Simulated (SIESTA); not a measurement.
## Energy of Rh along an even scaling of the cell

System: Rh (1 atom in the cell).
Method: Kohn-Sham DFT of a periodic cell, LDA, PseudoDojo 0.4 standard, converted to PSML, no spin polarisation (SIESTA 5.4.2).

The 7 runs differ only in the geometry, by an even scaling of the cell at fixed fractional positions. The structure derives from an entry of the Crystallography Open Database.

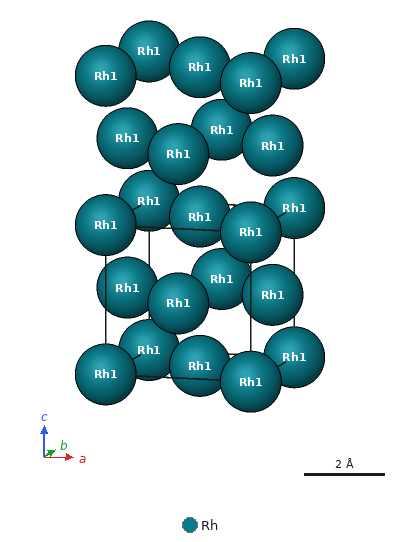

Figure 1. The structure of run 4 (spheres-only view of the cell 4 times as large as that of the calculation, set on its symmetry axes, repeated 1 × 1 × 2, seen slightly off an axis; atoms are numbered from 1 in the order of the input). An atom can appear more than once, as a periodic image.

### Input of run 4
```
SystemName                      Rhodium
SystemLabel                     Rh
NumberOfSpecies                 1
NumberOfAtoms                   1
%block ChemicalSpeciesLabel
  1  45 Rh
%endblock ChemicalSpeciesLabel

LatticeConstant                 1.0 Ang
%block LatticeVectors
     0.0000000000     1.8978500000     1.8978500000
     1.8978500000     0.0000000000     1.8978500000
     1.8978500000     1.8978500000     0.0000000000
%endblock LatticeVectors
AtomicCoordinatesFormat         Fractional
%block AtomicCoordinatesAndAtomicSpecies
     0.0000000000     0.0000000000     0.0000000000  1  Rh
%endblock AtomicCoordinatesAndAtomicSpecies

%block kgrid.MonkhorstPack
   12   0   0  0.0
    0  12   0  0.0
    0   0  12  0.0
%endblock kgrid.MonkhorstPack
XC.Functional                   LDA
XC.Authors                      PW92
PAO.BasisSize                   DZP
PAO.EnergyShift                 0.003 Ry
Mesh.Cutoff                     800 Ry
OccupationFunction              FD
ElectronicTemperature           0.05 eV
MaxSCFIterations                120
SCF.MustConverge                false
SCF.Mixer.Method                Pulay
SCF.Mixer.Weight                0.25
SCF.Mixer.History               8
SCF.DM.Tolerance                5.0e-05
SCF.H.Tolerance                 1.0e-03 eV
WriteForces                     true
Charge.Mulliken                 end
BandLinesScale                  ReciprocalLatticeVectors
%block BandLines
    1    0.000000   0.000000   0.000000  \Gamma
   12    0.500000   0.000000   0.500000  X
    6    0.500000   0.250000   0.750000  W
    4    0.375000   0.375000   0.750000  K
   13    0.000000   0.000000   0.000000  \Gamma
   11    0.500000   0.500000   0.500000  L
    8    0.625000   0.250000   0.625000  U
    4    0.500000   0.250000   0.750000  W
    9    0.500000   0.500000   0.500000  L
    8    0.375000   0.375000   0.750000  K
    1    0.625000   0.250000   0.625000  U
    4    0.500000   0.000000   0.500000  X
%endblock BandLines
%block PAO.Basis
  Rh 5
  n=4 0 2
    2.902 0.000
  n=5 0 2
    8.262 0.000
  n=4 1 2
    3.320 0.000
  n=5 1 1
    8.262
  n=4 2 2
    5.624 0.000
%endblock PAO.Basis
```

Command:
```bash
siesta < Rh.fdf > Rh.out 2>&1
```

Lattice vectors (Å) and fractional positions of run 4:
```
   0.000000    1.897850    1.897850
   1.897850    0.000000    1.897850
   1.897850    1.897850    0.000000
Rh  0.000000  0.000000  0.000000
```

Run 3 has the same physical settings and fractional positions; its lattice vectors (Å) are:
```
   0.000000    1.885112    1.885112
   1.885112    0.000000    1.885112
   1.885112    1.885112    0.000000
```

### Results, with one run withheld

```csv
run,volume per atom (Å³),"free energy per atom, from the lowest run given (meV)",pressure (GPa)
1,12.851,22.23,15.06
2,13.125,3.06,7.66
3,13.398,?,?
4,13.671,0.00,−5.20
5,13.945,13.62,−10.49
6,14.218,35.50,−15.18
7,14.492,65.01,−19.12
```

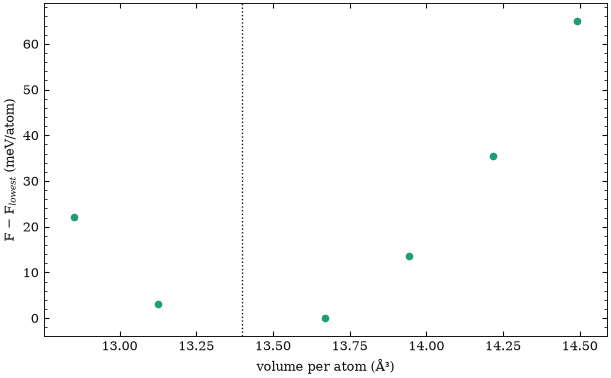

Figure 2. Free energy per atom of the runs given; the dotted line marks run 3.

Estimate the energy of run 3 from the others.

A cubic polynomial in V^(−2/3) (the Birch–Murnaghan form), fitted to the 6 runs given, misses them by at most 0.05 meV per atom. With x = V^(−2/3) − 0.17469 Å⁻², it reads F = 0.90814 − 4201.6 x + 9.0514e+05 x² + 2.7583e+06 x³ (meV per atom). At run 3 it gives −3.86 meV per atom, and the run itself gives −3.84. The slope of the fit gives a pressure −dF/dV of 0.75 GPa there, and the run prints 0.65 GPa. The two needn't agree exactly: the fit is approximate, and the printed stress is taken on a finite basis. The fit has its minimum at 13.430 Å³ per atom, where V d²F/dV² gives 307 GPa: the bulk modulus at this level, since symmetry fixes the shape and the positions.

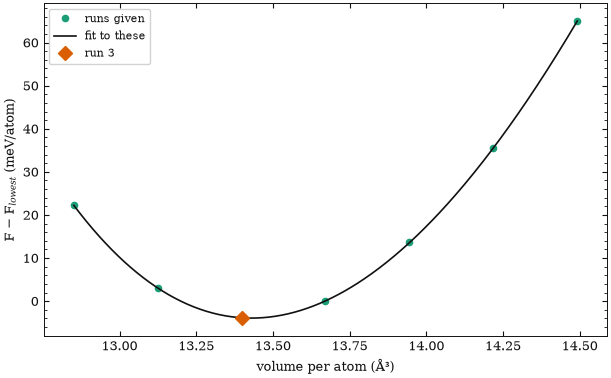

Figure 3. The fit and the withheld run.

### Some lines of the output (run 3)
```
[...]
outcell: Cell volume (Ang**3)        :     13.3981
stepf: Fermi-Dirac step function
siesta: Etot    =     -3190.769384
siesta: FreeEng =     -3190.774567
        iscf     Eharris(eV)        E_KS(eV)     FreeEng(eV)     dDmax    Ef(eV) dHmax(eV)
siesta: E_KS(eV) =            -3192.1311
siesta: E_KS - E_eggbox =     -3192.1311
siesta: Etot    =     -3192.131148
siesta: FreeEng =     -3192.139231
siesta:         Fermi =      -4.953876
siesta: Cell volume =         13.398054 Ang**3
    Orbital volume contribution        =           1.246504 eV
```

Notes: Points of doubt noted for this run: mulliken charges of long orbitals. With a small basis of atomic orbitals these values can differ much from converged plane-wave results.
